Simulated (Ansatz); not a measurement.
# Dielectric response of MgO (110) films, part 3 of 3

How well do thin rocksalt MgO (110) films screen a perpendicular field?

Ansatz 0.2.0; plane-wave DFT, PBE, Ansatz PAW (the session's first sound run).

So far. Step 26 (The bulk crystal): The gap is 4.76 eV. Step 27 (Band edges against the vacuum, levels PBE): The program warns that the averaged potential varies by 0.17 eV in the slab's middle, which these edges carry as an error.

## 28. The bulk with HSE06, k-mesh 8×8×8

This step: plane-wave DFT, HSE06, Ansatz PAW (Ansatz 0.2.0).

System of this step: rocksalt MgO. Symmetry: Fm-3m, No. 225, cubic system. Conventional cell: a = 4.210 Å, b = 4.210 Å, c = 4.210 Å, α = 90.00°, β = 90.00°, γ = 90.00°. Mg has 6 O at 2.10 Å nearest. Nearest to O lie 6 Mg at 2.10 Å. Farther neighbours and most contacts between anions are not listed.

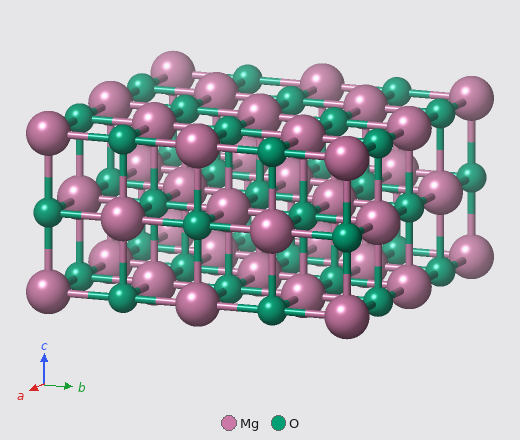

The cell of this step (magnesium pink, oxygen teal). 2×2×1 conventional cells are drawn. Some periodic images of atoms are drawn too.

A hybrid functional removes part of the gap error, and is affordable in the small bulk cell.

input.yaml reads:

```yaml
crystal:
  lattice:
    - [0.0, 2.105, 2.105]
    - [2.105, 0.0, 2.105]
    - [2.105, 2.105, 0.0]
  atoms:
    - { symbol: Mg, position: [0.0, 0.0, 0.0] }
    - { symbol: O, position: [0.5, 0.5, 0.5] }
kpoints:
  mp_grid: { grid: [8, 8, 8] }
hamiltonian:
  xc: hse06
scf:
  occupations: { method: fixed }
  convergence: { dr2_threshold: 1.0e-08 }
output:
  eigenvalues: true
checkpoint:
  write: bulk-hse.run
  compress: false
  write_wavefunctions: false
```

Command:

```console
$ ansatz run input.yaml --threads 4 --pin off --max-ram 8192MiB --backend cpu --events-out ev --progress --plain --runs-dir out
```

Elapsed: 3.9 s, on 4 threads of Arm Neoverse V1, shared host; peak memory 0.89 GiB.

Numbers from this step:

* gap on the k-mesh: 6.498 eV

The gap is 6.50 eV.

## 29. Band edges against the vacuum, levels HSE06

This step: plane-wave DFT, PBE, Ansatz PAW; band edges against the vacuum, bulk levels by HSE06 (Ansatz 0.2.0).

System of this step: MgO (110), 12 units. The cell holds 24 atoms: 12 Mg and 12 O. Its edges and angles: a = 2.977 Å, b = 4.210 Å, c = 34.373 Å, α = 90.0°, β = 90.0°, γ = 90.0°. It derives from MgO (rocksalt MgO). Vacuum lies along c.

The same line-up with the hybrid's levels.

align.yaml reads:

```yaml
surface:
  bulk: { run: bulk.run, levels_from: { run: bulk-hse.run } }
  slab: { run: end12.run, axis: 3 }
  face: plus
  period: 1.48846
```

Command:

```console
$ ansatz align-bands align.yaml -- --threads 4 --pin off
```

It took 0.1 s on 4 threads.

Numbers from this step:

- ionisation energy: 6.637 eV
- electron affinity: 0.1386 eV

Check by hand: ionisation energy less affinity, 6.64 − (0.14) = 6.50 eV, is the bulk gap at this level.

The program warns that the averaged potential varies by 0.17 eV in the slab's middle, which these edges carry as an error.

## 30. Varying the input

This step: plane-wave DFT, PBE, Ansatz PAW (Ansatz 0.2.0).

System of this step: MgO (110), 5 units. The cell holds 10 atoms: 5 Mg and 5 O. Cell: a = 2.977 Å, b = 4.210 Å, c = 23.954 Å, α = 90.0°, β = 90.0°, γ = 90.0°. It derives from MgO (rocksalt MgO). Vacuum lies along c.

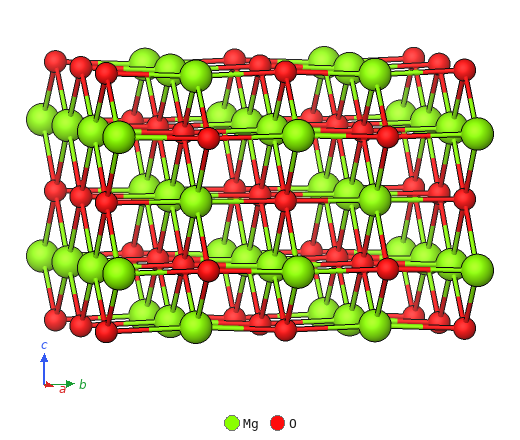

The cell of this step (magnesium green, oxygen red). 3×2×1 cells are drawn. Some periodic images of atoms are drawn too.

A run with a changed input: it repeats the earlier run at 0.05 V/Å, 5 units with efield.ramp_width from 0.06 to 0.04 and efield.dipole_correction from true to false.

input.yaml reads:

```yaml
crystal:
  lattice:
    - [2.97691955, 0.0, 0.0]
    - [0.0, 4.21, 0.0]
    - [0.0, 0.0, 23.9538390976]
  atoms:
    - { symbol: Mg, position: [0.5, 0.5, 0.379123233] }
    - { symbol: O, position: [0.5, 0.0, 0.3756539323] }
    - { symbol: Mg, position: [0.0, 0.0, 0.4343001501] }
    - { symbol: O, position: [0.0, 0.5, 0.4362804128] }
    - { symbol: Mg, position: [0.5, 0.5, 0.5000000008] }
    - { symbol: O, position: [0.5, 0.0, 0.4999999998] }
    - { symbol: Mg, position: [0.0, 0.0, 0.5656998509] }
    - { symbol: O, position: [0.0, 0.5, 0.5637195849] }
    - { symbol: Mg, position: [0.5, 0.5, 0.6208767726] }
    - { symbol: O, position: [0.5, 0.0, 0.6243460629] }
kpoints:
  mp_grid: { grid: [10, 6, 1] }
hamiltonian:
  xc: pbe
scf:
  occupations: { method: fixed }
  convergence: { dr2_threshold: 1.0e-10 }
efield:
  axis: 3
  dipole_correction: false
  ramp_position: 0.97
  ramp_width: 0.04
  amplitude: 0.05
output:
  write_potential: true
  write_density: true
  volumetric_format: npy
```

Command:

```console
$ ansatz run input.yaml --threads 4 --pin off --max-ram 8192MiB --backend cpu --events-out ev --progress --plain --runs-dir out
```

Elapsed: 13 s, on 4 threads; peak memory 0.78 GiB.

```csv
quantity,this run,earlier run,difference
dipole along the normal (e·Å),0.03102,0.02258,0.0084
gap on the k-mesh (eV),1.806,1.829,-0.023
```

With the dipole correction off, the periodic images add a field of their own to the typed one.

What moves beyond 0.01 in its unit (for the dipole 0.5 % and 5e-5 e·Å): dipole along the normal (+0.00844 e·Å) and gap on the k-mesh (-0.0228 eV).

These numbers are not those of the isolated slab.

## 31. Varying the input: efield.ramp_width = 0.15

Another changed input: it repeats the earlier run at 0.05 V/Å, 5 units with efield.ramp_width from 0.06 to 0.15.

input.yaml, as its differences from that of step 30:

```diff
@@ -25,5 +25,5 @@
   axis: 3
-  dipole_correction: false
+  dipole_correction: true
   ramp_position: 0.97
-  ramp_width: 0.04
+  ramp_width: 0.15
   amplitude: 0.05
```

The job ended after 15 s (4 threads; peak memory 0.77 GiB).

This step gave:

| Property | Result |
| --- | --- |
| gap on the k-mesh | 1.829 eV |
| dipole along the normal | 0.02257 e·Å |

```csv
quantity,this run,earlier run,difference
dipole along the normal (e·Å),0.02257,0.02258,-9.2e-6
gap on the k-mesh (eV),1.829,1.829,2.1e-5
```

Nothing in the table moves by 0.01 in its unit (for the dipole 0.5 % and 5e-5 e·Å).

## 32. Summary of results

* electronic ε from the thickness series: 3.22
* static ε from the thickness series: 10.3
* local electronic ε, middle of 12 units: 3.24
* ionisation energy, levels by PBE: 5.38 eV
* electron affinity, levels by PBE: 0.626 eV
* ionisation energy, levels by HSE06: 6.64 eV
* electron affinity, levels by HSE06: 0.139 eV

What this shows: The films give an electronic ε of 3.22 and a static ε of 10.3. The slope of the series and the field inside the thickest film give 3.22 and 3.24, in agreement. Ions raise ε from 3.22 to 10.3. The static value rests on two thicknesses alone. HSE06 levels deepen the valence edge by 1.25 eV on the same PBE surface dipole. The alignment warns that the averaged potential still varies by 0.17 eV in the slab's middle, which the band edges carry as an error. The in-plane lattice constants are held at typed bulk values. Semilocal functionals tend to overestimate the electronic ε a little.

Comparison with the measured values:

| quantity | measured | PBE, slope of the films |
| --- | --- | --- |
| ε∞ (high-frequency dielectric constant) | 2.95 | 3.22 (+9.1 %) |

Measured values from arxiv:0704.2267 (2007).

Verdict: The ε∞ is off by +9.1 %: fair agreement. The grades are ours: good and fair within 7 and 18 % for the ε∞.

[Logs are printed without paths, hosts, clocks, repeated set-up lines and the standing remarks that a program may print on its own settings, such as how far it seeks lower states.]

[Hosts, paths, dates, database ids (printed as entryN), source tags and the programs' standing remarks are cut or masked in the printed files.]

[Maps of the electrostatic potential energy from Ansatz leave out the sawtooth potential of an applied field or a dipole correction, so their vacuum need not be flat; planar profiles and work functions include it.]
